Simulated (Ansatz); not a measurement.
**ZnSe: density, localisation and related maps**

```
Zn Se
1.0
     3.32515    0.00000    0.00000
     0.00000    3.32515    0.00000
     0.00000    0.00000    3.32515
Zn Se
1 1
Direct
  0.00000 0.00000 0.00000
  0.50000 0.50000 0.50000
```

Space group Pm-3m; started from the CsCl prototype, which need not be the ambient phase.

Method: DFT, HSE06, plane waves, PAW in Ansatz.

In a PAW calculation such maps are meaningful between the atoms, not at the nuclei.

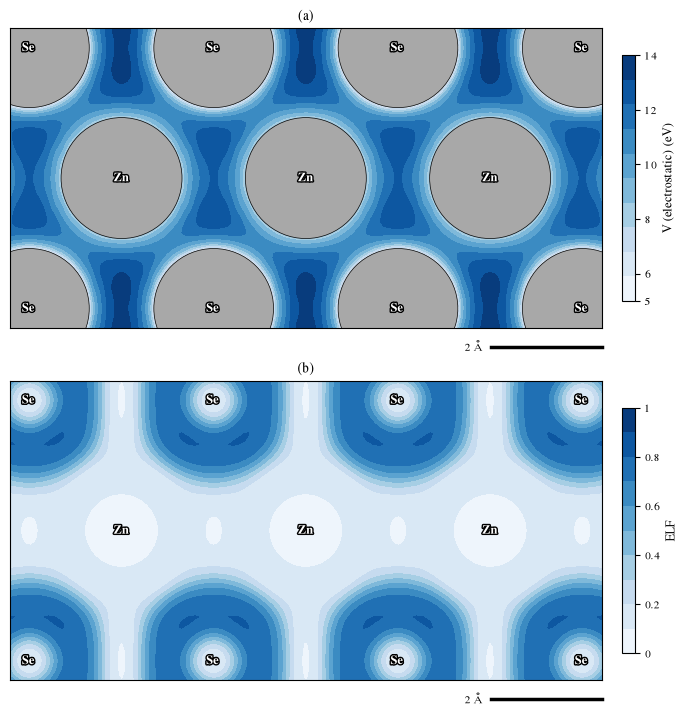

Figure 1. (a) electrostatic potential energy of an electron; (b) ELF on the (110) plane of the conventional cell. Grey discs cover the atomic cores in the potential map.

Interpret the plot.

Answer.
- Atoms in the plane: Zn and Se.
- Zn–Se (2.88 Å): the ELF is about 0.40 at the midpoint and 0.15 at its lowest between the atoms.
- Outside the cores the potential energy rises away from the atoms and is highest about 1.6 Å from the nearest atoms; its zero is arbitrary.

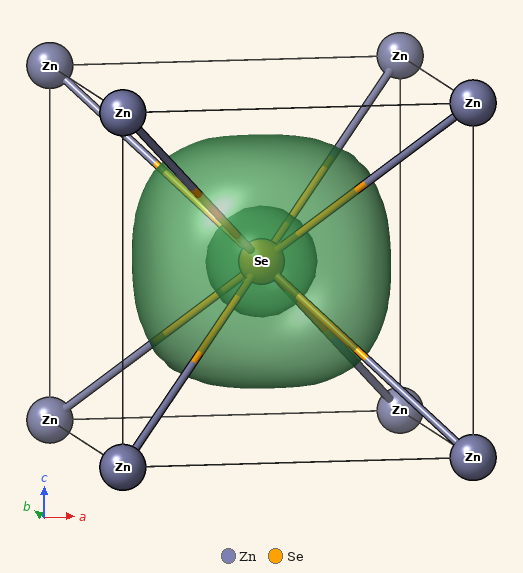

Figure 2. Isosurface of the electron localisation function at 0.6 (green), seen slightly off an axis. Only the valence region is drawn (cores and ρ < 0.01 e/Å³ removed). Sticks mark near contacts.

Where are the electrons localised?

Answer. The ELF exceeds this value in one region wrapped around Se (its valence shell), counted in one cell of 2 atoms. Regions shared between cells count once.
